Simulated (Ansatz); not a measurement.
**What a change does: single-point calculation on C**

System: C (P6₃/mmc, 2 atoms in the cell).
Method of the first run: DFT, revPBE, plane waves (420 eV) with PAW, scalar-relativistic, no spin polarisation (Ansatz 0.2.0).

Text and figures count atoms from 1; the logs count them from 0 in places.

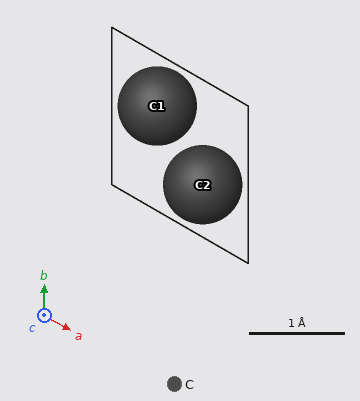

Fig. 1: The structure (ball-and-stick view of the cell of the calculation, along the c axis; atoms are numbered from 1 in the order of the input). Near neighbours in the crystal (not all of them lie inside the picture): C has 6 C at 1.66 Å.

**The input, the first run**
```yaml
crystal:
  lattice:
    - [1.6566385052, 0.0, 0.0]
    - [-0.8283192526, 1.4346910304, 0.0]
    - [0.0, 0.0, 8.9475670935]
  atoms:
    - { symbol: C, position: [0.3333333333, 0.6666666667, 0.25] }
    - { symbol: C, position: [0.6666666667, 0.3333333333, 0.75] }
hamiltonian:
  xc: revpbe
  pseudopotentials:
    kind: paw
    azcp:
      C: "pseudopotentials/C.paw.azcp"
basis:
  ecutwfc: 420
  fft_grid_basis: typed
kpoints:
  mp_grid: { grid: [23, 23, 4], shift: [0, 0, 0] }
magnetization:
  spin_polarized: false
scf:
  occupations: { method: fermi_dirac, width: 0.1 }
  lower_state_search: "off"
output:
  stress: true
```

Hardware: 2 threads of an x86-64 CPU, shared host.

**Output, shortened to warnings, some set-up lines, iterations and results (the first run)**
```
Basis set: ecut = 420 eV, 419 PW (Γ)
Symmetry: 24 space group operations
k-points: 168 of 2116
Initial density: superposition of atomic densities (neutral atoms: chi_scale 0, normalization atom), corrected by the library's trained network
[...]
SCF iter   1: F=—  HF=-495.794151 eV  |F-HF|=—  |Δ(HF+E_count)|=         —  Δρ=1.38e-2  dr2=2.57e-2  ethr=1.77e-3  ⟨swp⟩=5.1  Hψ=9532  notcnv=0
SCF iter   2: F=—  HF=-495.813921 eV  |F-HF|=—  |Δ(HF+E_count)|=   1.98e-2  Δρ=1.92e-3  dr2=7.69e-4  ethr=3.21e-4  ⟨swp⟩=2.4  Hψ=3742  notcnv=0
SCF iter   3: F=—  HF=-495.813854 eV  |F-HF|=—  |Δ(HF+E_count)|=   6.73e-5  Δρ=3.18e-4  dr2=2.09e-5  ethr=9.61e-6  ⟨swp⟩=2.4  Hψ=2172  notcnv=0
SCF iter   4: F=—  HF=-495.813849 eV  |F-HF|=—  |Δ(HF+E_count)|=   4.11e-6  Δρ=4.92e-5  dr2=6.49e-7  ethr=2.61e-7  ⟨swp⟩=2.2  Hψ=1908  notcnv=0
SCF iter   5: F=-495.813849 eV  HF=-495.813849 eV  |F-HF|=1.38e-10  |Δ(HF+E_count)|=   1.30e-7  Δρ=4.73e-6  dr2=4.85e-9  ethr=8.11e-9  ⟨swp⟩=2.2  Hψ=1968  notcnv=0
SCF iter   6: F=-495.813849 eV  HF=-495.813849 eV  |F-HF|=1.42e-11  |Δ(HF+E_count)|=   1.47e-9  Δρ=3.31e-7  dr2=1.37e-11  ethr=6.06e-11  ⟨swp⟩=1.8  Hψ=4360  notcnv=0
SCF 1 converged in 6 iterations: F = -495.813849 eV  dr2 = 1.37e-11
SCF converged after 6 iterations
Free energy (F): -495.813849 eV
Harris-Foulkes:  -495.813849 eV  (|F-HF|=1.42e-11)
Internal energy: -495.801891 eV  (E = F + TS)
E sigma→0 (E₀):  -495.807870 eV
Entropy (-TS):   -0.011958 eV (-5.979 meV/atom)
Fermi energy:    6.248032 eV
--- Per-component energies (eV) ---
  E_band       = -29.133776
  E_kinetic    = 177.710325
  E_local      = -470.270730  (includes V_loc(G=0)·N_el)
  E_nonlocal   = 53.240137
  E_hartree    = 169.785118
  E_xc         = -95.782162
  E_vxc        = -118.584007  (∫ρ·V_xc dr)
  E_paw        = -198.625752  (= ΣΔE_a)
  E_vpaw       = -10.799797  (= ΣTr[D̂ρ^β])
  E_aug_tail   = 0.000012  (compensation charges beyond the density's cutoff)
  E_ewald      = -131.835504
  E_core_change = -0.023335  (= ΣΔE_core)
  E_smearing   = -0.011958  (= −TS)
  E_closure    = 0.000000  (closes the sum)
  Σ components = -495.813849   (vs F -495.813849, Δ=0.00e0)
--- Stress (GPa, compression-positive) ---
       26.096751      -0.000000       0.000000
       -0.000000      26.096751      -0.000000
        0.000000      -0.000000       0.377051
  P = ⅓ Tr σ = 17.5235 GPa (175.235 kbar)
```

For the second run the input was changed thus:
```diff
-    - [1.6566385052, 0.0, 0.0]
-    - [-0.8283192526, 1.4346910304, 0.0]
-    - [0.0, 0.0, 8.9475670935]
+    - [1.7736779999, 0.0, 0.0]
+    - [-0.8868389999, 1.536050206, 0.0]
+    - [0.0, 0.0, 9.5797018217]
```

How does the second run compare with the first run?

With the same functional and potentials, the second run lies 61.4 meV per atom lower. The pressure goes from 17.52 to −2.71 GPa. The volume per atom goes from 10.63 to 13.05 Å³. The number of SCF iterations is the same. The plane waves at Γ go from 419 to 471.

**Output, shortened to warnings, some set-up lines, iterations and results (the second run)**
```
Basis set: ecut = 420 eV, 471 PW (Γ)
Symmetry: 24 space group operations
k-points: 168 of 2116
Initial density: superposition of atomic densities (neutral atoms: chi_scale 0, normalization atom), corrected by the library's trained network
[...]
SCF iter   1: F=—  HF=-495.928721 eV  |F-HF|=—  |Δ(HF+E_count)|=         —  Δρ=6.43e-3  dr2=8.34e-3  ethr=1.77e-3  ⟨swp⟩=5.2  Hψ=9579  notcnv=0
SCF iter   2: F=—  HF=-495.936355 eV  |F-HF|=—  |Δ(HF+E_count)|=   7.63e-3  Δρ=8.35e-4  dr2=1.78e-4  ethr=1.04e-4  ⟨swp⟩=2.1  Hψ=3307  notcnv=0
SCF iter   3: F=—  HF=-495.936553 eV  |F-HF|=—  |Δ(HF+E_count)|=   1.97e-4  Δρ=1.32e-4  dr2=2.49e-6  ethr=2.22e-6  ⟨swp⟩=2.3  Hψ=2118  notcnv=0
SCF iter   4: F=—  HF=-495.936555 eV  |F-HF|=—  |Δ(HF+E_count)|=   2.31e-6  Δρ=2.03e-5  dr2=3.88e-8  ethr=3.12e-8  ⟨swp⟩=2.5  Hψ=1990  notcnv=0
SCF iter   5: F=-495.936555 eV  HF=-495.936555 eV  |F-HF|=1.13e-9  |Δ(HF+E_count)|=   1.82e-7  Δρ=1.83e-6  dr2=7.51e-10  ethr=4.85e-10  ⟨swp⟩=2.0  Hψ=2041  notcnv=0
SCF iter   6: F=-495.936555 eV  HF=-495.936555 eV  |F-HF|=1.51e-11  |Δ(HF+E_count)|=   1.27e-9  Δρ=2.20e-7  dr2=7.32e-12  ethr=9.39e-12  ⟨swp⟩=1.1  Hψ=4100  notcnv=0
SCF 1 converged in 6 iterations: F = -495.936555 eV  dr2 = 7.32e-12
SCF converged after 6 iterations
Free energy (F): -495.936555 eV
Harris-Foulkes:  -495.936555 eV  (|F-HF|=1.51e-11)
Internal energy: -495.912733 eV  (E = F + TS)
E sigma→0 (E₀):  -495.924644 eV
Entropy (-TS):   -0.023822 eV (-11.911 meV/atom)
Fermi energy:    3.809586 eV
--- Per-component energies (eV) ---
  E_band       = -37.037649
  E_kinetic    = 165.758494
  E_local      = -470.850677  (includes V_loc(G=0)·N_el)
  E_nonlocal   = 53.714131
  E_hartree    = 169.498329
  E_xc         = -93.320453
  E_vxc        = -115.256049  (∫ρ·V_xc dr)
  E_paw        = -197.553141  (= ΣΔE_a)
  E_vpaw       = -9.400166  (= ΣTr[D̂ρ^β])
  E_aug_tail   = 0.000007  (compensation charges beyond the density's cutoff)
  E_ewald      = -123.136089
  E_core_change = -0.023335  (= ΣΔE_core)
  E_smearing   = -0.023822  (= −TS)
  E_closure    = 0.000000  (closes the sum)
  Σ components = -495.936555   (vs F -495.936555, Δ=0.00e0)
--- Stress (GPa, compression-positive) ---
       -4.154050      -0.000000       0.000000
        0.000000      -4.154050       0.000000
        0.000000       0.000000       0.174726
  P = ⅓ Tr σ = -2.7111 GPa (-27.111 kbar)
```

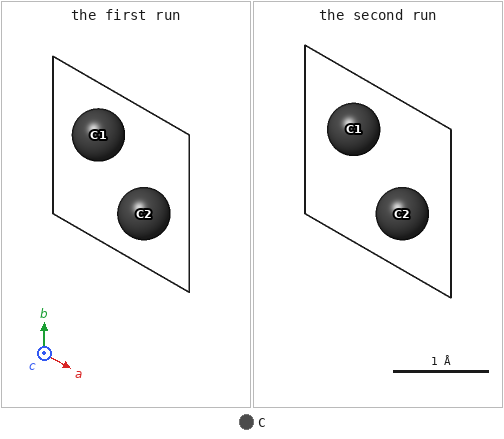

Fig. 2: The two input geometries at one scale (ball-and-stick view of the cell of the calculation, along the c axis). The atoms keep their places relative to the cell (all moves are under 0.005 Å). The volume changes by +22.7 %, with a = b 1.657 → 1.774 Å (+7.1 %), c 8.948 → 9.580 Å (+7.1 %). Among the contacts that change: C1–C1 1.657 → 1.774 Å.

**The two runs side by side**

| quantity | the first run | the second run |
| --- | --- | --- |
| outcome | converged | converged |
| free energy per atom (eV) | −247.9069 | −247.9683 |
| energy per atom, smearing taken to zero (eV) | −247.9039 | −247.9623 |
| pressure (GPa) | 17.52 | −2.71 |
| volume per atom (Å³) | 10.63 | 13.05 |
| SCF iterations | 6 | 6 |
| irreducible k-points | 168 | 168 |
| plane waves at Γ | 419 | 471 |
| wall time (shared host) | 0.64 s | 0.87 s |
